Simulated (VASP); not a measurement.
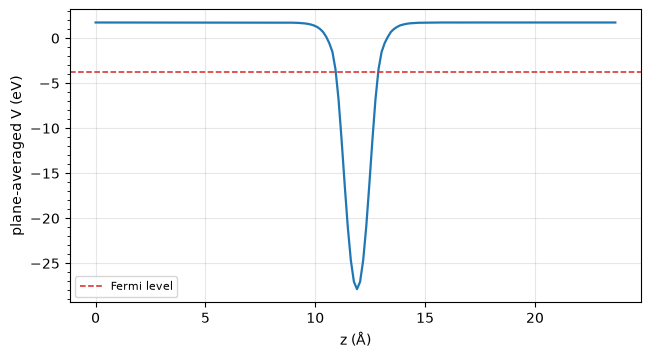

Figure. Rh. Plane average of the electrostatic potential (local pseudopotential plus Hartree) felt by an electron across the slab.

Level of theory: Kohn-Sham DFT of a periodic cell, PBE, VASP PAW PBE potentials, recommended in VASP.

In a PAW calculation such maps are meaningful between the atoms, not at the nuclei.

```
Rh
1.0
     2.42653    0.12310    0.00000
    -0.28935    2.41236    0.00000
     0.00000    0.00000   23.80000
Rh
1
Cartesian
  1.0686 1.2677 7.0001
```

How far above the Fermi level of the calculation is the vacuum level?

Answer. 5.5 eV.

How thick is the slab, and how wide the vacuum?

Answer. The outermost nuclei are 0.0 Å apart, in 1 atomic plane; the vacuum between periodic images is 23.8 Å wide.
